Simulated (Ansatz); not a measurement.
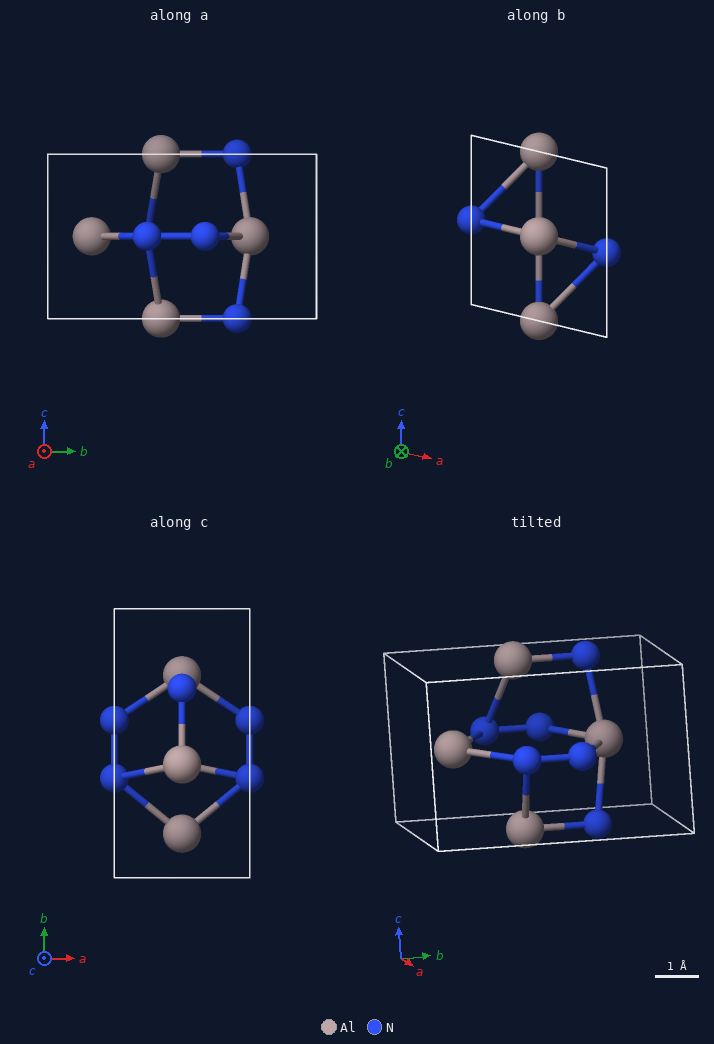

Crystal structure, ball-and-stick style, seen along the a axis, along the b axis, along the c axis and slightly off an axis. The frame is the conventional unit cell; atoms at its boundary are shown with their periodic copies.

Lattice parameters: a = 3.305 Å, b = 6.379 Å, c = 4.016 Å, α = 90.00°, β = 103.60°, γ = 90.00°.

**Express the structure as a table of Wyckoff sites, with free fractional coordinates to two decimals.**

Space group P2 (No. 3).
```csv
atom,site,x,y,z
Al,1d,0.50,0.75,0.50
Al,1d,0.50,0.16,0.50
Al,1c,0.50,0.42,0.00
N,1b,0.00,0.37,0.50
N,1c,0.50,0.71,0.00
N,1b,0.00,0.59,0.50
```

Provenance: a structure type filled with these elements by a generator (whether the compound takes this form wasn't checked). Earlier steps of the study may have refined or changed the cell and positions. It was the input of a calculation with Ansatz.
